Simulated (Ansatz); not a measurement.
```yaml
crystal:
  lattice:
    - [2.49824, 0.00000, 0.00000]
    - [-1.24912, 2.16354, 0.00000]
    - [0.00000, 0.00000, 6.63570]
  atoms:
    - { symbol: B, position: [0.33333, 0.66667, 0.25000] }
    - { symbol: B, position: [0.66667, 0.33333, 0.75000] }
    - { symbol: N, position: [0.33333, 0.66667, 0.75000] }
    - { symbol: N, position: [0.66667, 0.33333, 0.25000] }
```

Space group P6_3/mmc; the calculation finds a residual pressure of about 5 GPa at this fixed cell.

Method: Ansatz 0.2.0, DFT PBE, scalar-relativistic, plane waves, PAW.

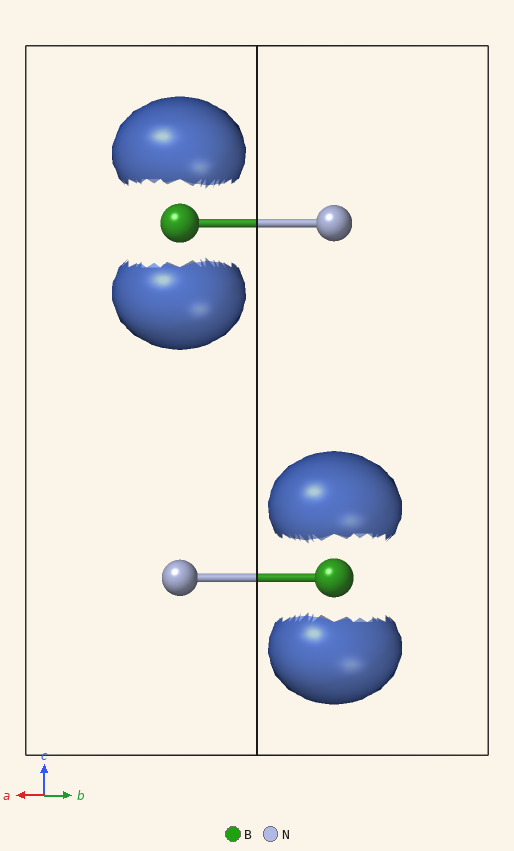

BN. Where the extra electron sits when 0.25 electron is added to the 4-atom cell of the calculation (uniform compensating background, atoms fixed); the change of density for each carrier, counted positive where the carrier is: blue surfaces at +0.06, none at −0.06 1/Å³, in the conventional cell seen along [110] (the regions close to the nuclei are left out). Cores are masked to 0.7 Å (B) and 0.6 Å (N).

Core electrons are frozen (PAW), so the fields are smoothed inside the atomic spheres.

**Describe the change of density.**

Summed over atomic cells sized by the Bader volumes, the added electron divides as N about 80 % and B about 20 %; these cells fill 10 % (B) and 90 % (N) of the volume.
Over the whole cell, outside the cores, it is densest at the edge of the masked core of B.
The counter-flow of charge adds up to under 0.1 e for each carrier.
These are shares of the net change, screening included; the states that take the carrier can be more concentrated.
This is very heavy doping, far beyond the dilute limit.

Run times: 15 s (electron) and 15 s (base cell), on 2 threads of Intel(R) Xeon(R) 6975P-C (Granite Rapids) (shared host).
